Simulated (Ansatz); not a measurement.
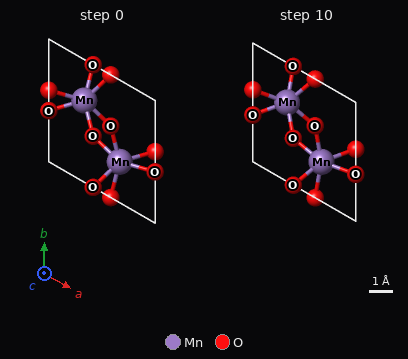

The structure of a crystal of MnO2 (a generated structure, set up in P6_322) before (left) and after (right) a relaxation, at one scale.

Style: ball-and-stick. Shown: the cell of the calculation, along the c axis.

Case: Si → Mn on all its sites, cell and atoms relaxed.

The calculation used DFT PBE, scalar-relativistic, plane waves, PAW in Ansatz 0.2.0.

Input
```yaml
crystal:
  lattice:
    - [5.4554424385, 0.0, 0.0]
    - [-2.7277212192, 4.7245517407, 0.0]
    - [0.0, 0.0, 9.2312014077]
  atoms:
    - { symbol: Mn, position: [0.6666666667, 0.3333333333, 0.9372042249], spin: 1.43 }
    - { symbol: Mn, position: [0.6666666667, 0.3333333333, 0.5627957751], spin: 1.43 }
    - { symbol: Mn, position: [0.3333333333, 0.6666666667, 0.0627957751], spin: 1.43 }
    - { symbol: Mn, position: [0.3333333333, 0.6666666667, 0.4372042249], spin: 1.43 }
    - { symbol: O, position: [0.0, 0.4173772812, 0.0] }
    - { symbol: O, position: [0.4173772812, 0.4173772812, 0.5] }
    - { symbol: O, position: [0.5826227188, 0.0, 0.5] }
    - { symbol: O, position: [0.5826227188, 0.5826227188, 0.0] }
    - { symbol: O, position: [0.0, 0.5826227188, 0.5] }
    - { symbol: O, position: [0.6666666667, 0.3333333333, 0.75] }
    - { symbol: O, position: [0.3333333333, 0.6666666667, 0.25] }
    - { symbol: O, position: [0.4173772812, 0.0, 0.0] }
basis:
  ecutwfc: 420
kpoints:
  mp_grid: { grid: [6, 6, 4] }
hamiltonian:
  xc: pbe
scf:
  occupations: { method: gaussian, width: 0.1 }
output:
  forces: true
  stress: true
  eigenvalues: true
  populations: true
magnetization:
  spin_polarized: true
relax:
  adjacent_minimum: "off"
  f_tol: 0.01
  max_steps: 60
  cell: { stress_tol: 0.1 }
```

Command:
```bash
ansatz run input.yaml --threads 2 --pin off --max-ram 5120MiB --backend cpu --events-out ev --progress --plain --runs-dir out
```

**Summarise the run.**

Over 6 accepted moves (10 points after the start) the energy falls by 48.9 meV per cell of the calculation. Largest force component: 0.078 eV/Å at the start, 0.0054 eV/Å at the end. The pressure goes from −0.24 to −0.01 GPa. The line search rejected the trial steps at points 4, 6 of the run. At 2 points the geometry stayed and the basis and grid were re-selected for the new cell (energy shift of 10.2 meV per cell of the calculation at most each time). The largest moves relative to the cell, 0.12 Å, are those of O5, O6, O7, O8, O9 and O12. O8 goes along [1 1 0]. By element the largest moves are O 0.12 Å, Mn 0.04 Å. The volume changes by −3.9 %, with a = b 5.455 → 5.282 Å (−3.2 %), c 9.231 → 9.466 Å (+2.5 %). Among the contacts that change: Mn1–O10 1.728 → 1.735 Å, Mn1–O12 1.738 → 1.743 Å. Bond angles that change, for instance: Mn2–O9–Mn4 149.9° → 142.5°. The space group stays P6_322 (No. 182). The run may lie on a higher electronic state than the lowest, so the end point isn't shown to be the ground-state structure. Cost: 7.6 min on 2 threads of Arm Neoverse V2, on a shared host, peak memory 0.84 GiB.
